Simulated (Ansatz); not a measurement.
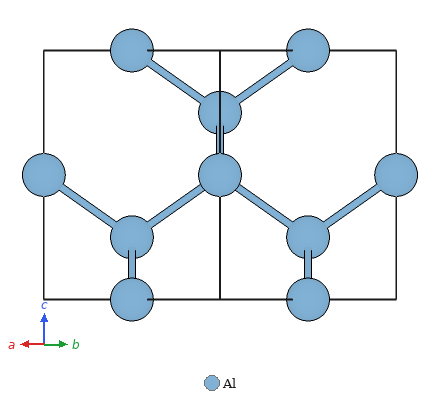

The structure, seen along [110]; the drawing may span several cells.

Given this structure, the input geometry of an electronic-structure calculation (not necessarily at equilibrium); the starting structure was generated, so it need not be a known form of this composition, written in its standard cell:

```cif
data_structure
_symmetry_space_group_name_H-M 'Fd-3m:1'
_symmetry_Int_Tables_number 227
_cell_length_a 6.0851
_cell_length_b 6.0851
_cell_length_c 6.0851
_cell_angle_alpha 90.000
_cell_angle_beta 90.000
_cell_angle_gamma 90.000
_cell_volume 225.32
loop_
_atom_site_label
_atom_site_type_symbol
_atom_site_symmetry_multiplicity
_atom_site_Wyckoff_symbol
_atom_site_fract_x
_atom_site_fract_y
_atom_site_fract_z
_atom_site_occupancy
Al1 Al 8 b 0.25000 0.25000 0.75000 1
```

### What does the kinematic electron diffraction pattern along [110] look like at 200 kV (B = 0.5 Å²)?

The spots form a centred rectangular net with both shortest vectors at d = 3.51 Å, 70.5° apart. They are -1 1 -1 and -1 1 1. The pattern has symmetry 2mm. The lattice centring (F) removes all reflections that break h + k = 2n, h + l = 2n; a screw axis and a glide plane both extinguish reflections such as 0 0 2; reflections such as 2 -2 -2, 2 -2 2, 4 -4 2 are allowed by the space group but vanish because the atoms sit on special positions.

Strongest reflections with d > 1.08 Å, one of each family (|F|² from tabulated Gaussian fits of the electron scattering factors, times a small damping for the curvature of the Ewald sphere):

```json
{"hkl": "1 -1 1", "d (Å)": "3.513", "I (strongest = 100)": "100"}
{"hkl": "2 -2 0", "d (Å)": "2.151", "I (strongest = 100)": "66"}
{"hkl": "0 0 4", "d (Å)": "1.521", "I (strongest = 100)": "25"}
{"hkl": "1 -1 3", "d (Å)": "1.835", "I (strongest = 100)": "21"}
{"hkl": "2 -2 4", "d (Å)": "1.242", "I (strongest = 100)": "14"}
{"hkl": "3 -3 1", "d (Å)": "1.396", "I (strongest = 100)": "10"}
```

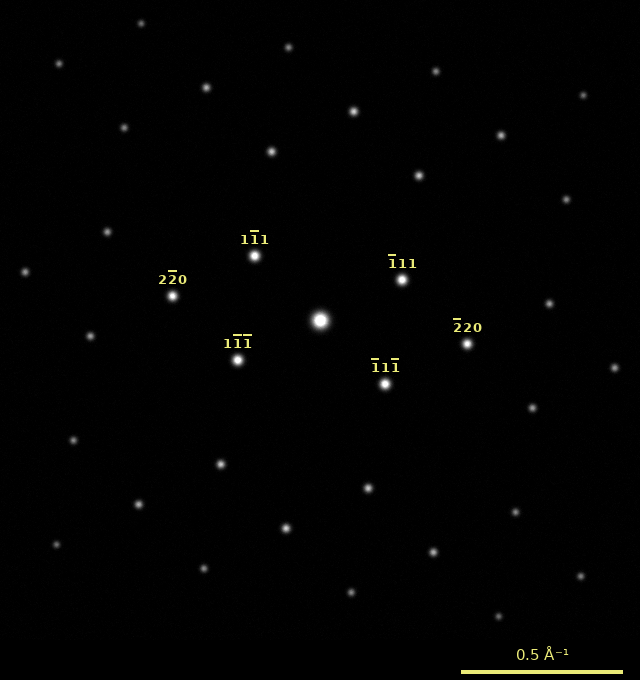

Calculated pattern, seen from the source side with [110] pointing towards the source.
